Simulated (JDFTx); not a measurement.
# Single-point calculation at one volume of an equation of state of CoO

The run: single-point calculation at one volume of an equation of state of CoO (2 atoms in the cell). Method and program: Kohn-Sham DFT of a periodic cell, PBEsol, PseudoDojo-SR-PBEsol-0.4.1-standard, spin-polarised (JDFTx 1.7.0 (patched build)).

The structure derives from an entry of the Crystallography Open Database. It belongs to a series of runs on one base structure; here: volume scaled by 1.02.

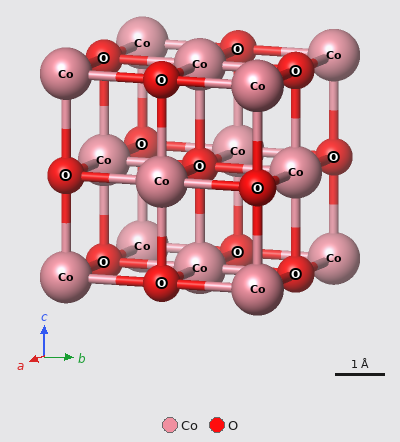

Fig. 1: The input geometry (ball-and-stick view of the cell 4 times as large as that of the calculation, set on its symmetry axes, seen slightly off an axis). An atom can appear more than once, as a periodic image. Near neighbours in the periodic cell (some may lie outside the picture): Co has 6 O at 2.15 Å; O has 6 Co at 2.15 Å.

Results in brief

- outcome: converged
- space group (tolerance 0.01 Å): Fm-3m (225)
- electrons treated: 23
- free energy: −4309.1947 eV
- Fermi energy: 13.626 eV
- gap on the k-point mesh: none (metallic)
- net moment of the cell: 2.99 μB
- integrated absolute moment: 3.01 μB
- pressure: −14.11 GPa
- largest force (length of the vector): under 0.001 eV/Å
- hardware: 1 thread of Intel Xeon @ 2.90GHz (Ice Lake), 32 GiB of memory available, shared host
- wall time: 3.2 min
- peak memory: 0.23 GiB

Remarks

The cell is under a tension of 14.1 GPa at this level, so it is not at its equilibrium volume.

Input
```
lattice Face-Centered Cubic 8.1092543715
coords-type Lattice
ion Co     0.0000000000     0.0000000000     0.0000000000 1
ion O      0.5000000000     0.5000000000     0.5000000000 1

ion-species pseudo/Co.upf
ion-species pseudo/O.upf
elec-cutoff 48 384
elec-ex-corr gga-PBEsol
kpoint-folding 11 11 11
elec-smearing Fermi 0.0018374661
elec-n-bands 19
spintype z-spin
initial-magnetic-moments Co 2
elec-initial-magnetization 2 no
electronic-SCF nIterations 100 energyDiffThreshold 1e-09
electronic-minimize nIterations 30 energyDiffThreshold 1e-7
forces-output-coords Cartesian

dump-name run.$VAR
dump End Ecomponents EigStats BandEigs Kpoints Forces Stress ElecDensity Dtot
```

Command:
```bash
jdftx -c 1 -i CoO.in -o CoO.out
```

The program's output
```
*************** JDFTx 1.7.0 (patched build) ***************

Input parsed successfully to the following command list (including defaults):
[... the input with its defaults ...]

---------- Setting up symmetries ----------

Found 48 point-group symmetries of the bravais lattice
Found 48 space-group symmetries with basis
Applied RMS atom displacement 0 bohrs to make symmetries exact.

---------- Initializing the Grid ----------
R =
[            0      4.05463      4.05463  ]
[      4.05463            0      4.05463  ]
[      4.05463      4.05463            0  ]
unit cell volume = 133.316
G =
[  -0.774817   0.774817   0.774817  ]
[   0.774817  -0.774817   0.774817  ]
[   0.774817   0.774817  -0.774817  ]
Minimum fftbox size, Smin = [  52  52  52  ]
Chosen fftbox size, S = [  54  54  54  ]

---------- Initializing tighter grid for wavefunction operations ----------
R =
[            0      4.05463      4.05463  ]
[      4.05463            0      4.05463  ]
[      4.05463      4.05463            0  ]
unit cell volume = 133.316
G =
[  -0.774817   0.774817   0.774817  ]
[   0.774817  -0.774817   0.774817  ]
[   0.774817   0.774817  -0.774817  ]
Minimum fftbox size, Smin = [  36  36  36  ]
Chosen fftbox size, S = [  36  36  36  ]

---------- Exchange Correlation functional ----------
Initalized PBEsol GGA exchange.
Initalized PBEsol GGA correlation.

---------- Setting up pseudopotentials ----------
Width of ionic core gaussian charges (only for fluid interactions / plotting) set to 0

Reading pseudopotential file 'pseudo/Co.upf':
  'Co' pseudopotential, 'PBESOL' functional
  Generated using ONCVPSP code by D. R. Hamann
  17 valence electrons, 4 orbitals, 6 projectors, 1001 radial grid points, with lMax = 2
    3S    l: 0   occupation:  2.0   eigenvalue: -3.753490
    3P    l: 1   occupation:  6.0   eigenvalue: -2.407467
    3D    l: 2   occupation:  7.0   eigenvalue: -0.302441
    4S    l: 0   occupation:  2.0   eigenvalue: -0.201732
  Core radius for overlap checks: 1.60 bohrs.

Reading pseudopotential file 'pseudo/O.upf':
  'O' pseudopotential, 'PBESOL' functional
  Generated using ONCVPSP code by D. R. Hamann
  6 valence electrons, 2 orbitals, 5 projectors, 936 radial grid points, with lMax = 2
    2S    l: 0   occupation:  2.0   eigenvalue: -0.874950
    2P    l: 1   occupation:  4.0   eigenvalue: -0.329796
  Core radius for overlap checks: 1.39 bohrs.

Initialized 2 species with 2 total atoms.

Folded 1 k-points by 11x11x11 to 1331 k-points.

---------- Setting up k-points, bands, fillings ----------
Reduced to 56 k-points under symmetry.
Computing the number of bands and number of electrons
Calculating initial fillings.
nElectrons:  23.000000   nBands: 19   nStates: 112

----- Setting up reduced wavefunction bases (one per k-point) -----
average nbasis = 2117.905 , ideal nbasis = 2117.574

---------- Setting up ewald sum ----------
Optimum gaussian width for ewald sums = 1.841542 bohr.
Real space sum over 1331 unit cells with max indices [  5  5  5  ]
Reciprocal space sum over 2197 terms with max indices [  6  6  6  ]

---------- Allocating electronic variables ----------
Initializing wave functions:  linear combination of atomic orbitals
Note: number of bands (19) exceeds available atomic orbitals (14)
Co (M=2) pseudo-atom majority spin occupations:   s ( 1 0.5 )  p ( 3 )  d ( 5 )
Co (M=2) pseudo-atom minority spin occupations:   s ( 1 0 )  p ( 3 )  d ( 3.5 )
O pseudo-atom occupations:   s ( 2 )  p ( 4 )
	FillingsUpdate:  mu: +1.113694556  nElectrons: 23.000000  magneticMoment: [ Abs: 0.09417  Tot: +0.08957 ]
LCAOMinimize: Iter:   0  F: -149.3480471194065160  |grad|_K:  2.006e-02  alpha:  1.000e+00
	FillingsUpdate:  mu: +1.084071206  nElectrons: 23.000000  magneticMoment: [ Abs: 0.11425  Tot: +0.11425 ]
LCAOMinimize: Iter:   1  F: -154.9847408914102402  |grad|_K:  1.457e-02  alpha:  3.298e-01  linmin: -1.789e-01  cgtest:  5.517e-01
	FillingsUpdate:  mu: +0.597922694  nElectrons: 23.000000  magneticMoment: [ Abs: 2.93720  Tot: +2.93720 ]
[... 31 lines of inner loops ...]
LCAOMinimize: Iter:  13  F: -158.3345707929152013  |grad|_K:  1.068e-06  alpha:  9.984e-01  linmin: -2.410e-03  cgtest:  6.767e-02
	FillingsUpdate:  mu: +0.515518092  nElectrons: 23.000000  magneticMoment: [ Abs: 2.98955  Tot: +2.98097 ]
LCAOMinimize: Iter:  14  F: -158.3345708059424339  |grad|_K:  8.837e-07  alpha:  5.645e-01  linmin:  1.639e-05  cgtest: -2.973e-03
LCAOMinimize: Converged (|Delta F|<1.000000e-06 for 2 iters).

-------- Electronic minimization -----------
Will mix electronic density at each iteration.
	FillingsUpdate:  mu: +0.515518092  nElectrons: 23.000000  magneticMoment: [ Abs: 2.98955  Tot: +2.98097 ]
	FillingsUpdate:  mu: +0.513908823  nElectrons: 23.000000  magneticMoment: [ Abs: 2.98955  Tot: +2.98097 ]
SCF: Cycle:  0   F: -158.357555537725204   dF: -2.298e-02   |Residual|: 7.003e-02   |deigs|: 7.092e-02
	FillingsUpdate:  mu: +0.500209702  nElectrons: 23.000000  magneticMoment: [ Abs: 3.00324  Tot: +2.98722 ]
SCF: Cycle:  1   F: -158.359936868632957   dF: -2.381e-03   |Residual|: 1.378e-02   |deigs|: 1.467e-02
	FillingsUpdate:  mu: +0.500169091  nElectrons: 23.000000  magneticMoment: [ Abs: 3.00857  Tot: +2.99101 ]
SCF: Cycle:  2   F: -158.359975294901488   dF: -3.843e-05   |Residual|: 6.361e-03   |deigs|: 1.500e-03
	FillingsUpdate:  mu: +0.500241274  nElectrons: 23.000000  magneticMoment: [ Abs: 3.01249  Tot: +2.99367 ]
SCF: Cycle:  3   F: -158.359981984383666   dF: -6.689e-06   |Residual|: 3.144e-03   |deigs|: 4.550e-04
	FillingsUpdate:  mu: +0.500844585  nElectrons: 23.000000  magneticMoment: [ Abs: 3.01325  Tot: +2.99301 ]
SCF: Cycle:  4   F: -158.359983331592389   dF: -1.347e-06   |Residual|: 1.078e-03   |deigs|: 5.692e-04
	FillingsUpdate:  mu: +0.500726140  nElectrons: 23.000000  magneticMoment: [ Abs: 3.01318  Tot: +2.99331 ]
SCF: Cycle:  5   F: -158.359983785830309   dF: -4.542e-07   |Residual|: 3.637e-04   |deigs|: 2.313e-04
	FillingsUpdate:  mu: +0.500714924  nElectrons: 23.000000  magneticMoment: [ Abs: 3.01271  Tot: +2.99307 ]
SCF: Cycle:  6   F: -158.359983827929227   dF: -4.210e-08   |Residual|: 1.531e-04   |deigs|: 1.533e-04
	FillingsUpdate:  mu: +0.500742253  nElectrons: 23.000000  magneticMoment: [ Abs: 3.01267  Tot: +2.99304 ]
SCF: Cycle:  7   F: -158.359983833672374   dF: -5.743e-09   |Residual|: 5.200e-05   |deigs|: 2.116e-04
	FillingsUpdate:  mu: +0.500738712  nElectrons: 23.000000  magneticMoment: [ Abs: 3.01274  Tot: +2.99308 ]
SCF: Cycle:  8   F: -158.359983836234420   dF: -2.562e-09   |Residual|: 9.704e-06   |deigs|: 1.596e-04
	FillingsUpdate:  mu: +0.500737575  nElectrons: 23.000000  magneticMoment: [ Abs: 3.01274  Tot: +2.99308 ]
SCF: Cycle:  9   F: -158.359983836545382   dF: -3.110e-10   |Residual|: 6.346e-06   |deigs|: 1.179e-04
	FillingsUpdate:  mu: +0.500737960  nElectrons: 23.000000  magneticMoment: [ Abs: 3.01274  Tot: +2.99308 ]
SCF: Cycle: 10   F: -158.359983836681977   dF: -1.366e-10   |Residual|: 4.820e-06   |deigs|: 3.003e-04
SCF: Converged (|Delta E|<1.000000e-09 for 2 iters).

Setting wave functions to eigenvectors of Hamiltonian

# Stress tensor in Cartesian coordinates [Eh/a0^3]:
[  0.000479734            0            0  ]
[            0  0.000479734            0  ]
[            0            0  0.000479734  ]

# Ionic positions in lattice coordinates:
ion Co   0.000000000000000   0.000000000000000   0.000000000000000 1
ion O   0.500000000000000   0.500000000000000   0.500000000000000 1

# Forces in Cartesian coordinates:
force Co  -0.000000000000000   0.000000000000000  -0.000000000000000 1
force O   0.000000000000000  -0.000000000000000  -0.000000000000000 1

# Energy components:
   Eewald =     -105.5821906767435507
       EH =       45.9273623895131351
     Eloc =     -134.9484359795584965
      Enl =      -21.8185839380637567
      Exc =      -31.9196633356260833
 Exc_core =       10.9079093029507899
       KE =       79.0747659745673275
-------------------------------------
     Etot =     -158.3588362629606650
       TS =        0.0011475737213102
-------------------------------------
        F =     -158.3599838366819768

IonicMinimize: Iter:   0  F: -158.359983836681977  |grad|_K:  5.969e-42
IonicMinimize: Converged (|grad|_K<1.000000e-04).

#--- Lowdin population analysis ---
# oxidation-state Co +1.106
# magnetic-moments Co +2.583
# oxidation-state O -0.977
# magnetic-moments O +0.417

Dumping 'run.eigStats' ...
	eMin: -3.044949 at state 0 ( [ +0.000000 +0.000000 +0.000000 ] spin 1 )
	HOMO: +0.500727 at state 83 ( [ +0.000000 +0.272727 -0.454545 ] spin -1 )
	mu  : +0.500738
	LUMO: +0.500945 at state 101 ( [ +0.090909 +0.272727 -0.181818 ] spin -1 )
	eMax: +1.519079 at state 86 ( [ +0.000000 +0.363636 +0.363636 ] spin -1 )
	HOMO-LUMO gap: +0.000217
	Optical gap  : +0.002749 at state 96 ( [ +0.090909 +0.272727 +0.363636 ] spin -1 )
Done!
```
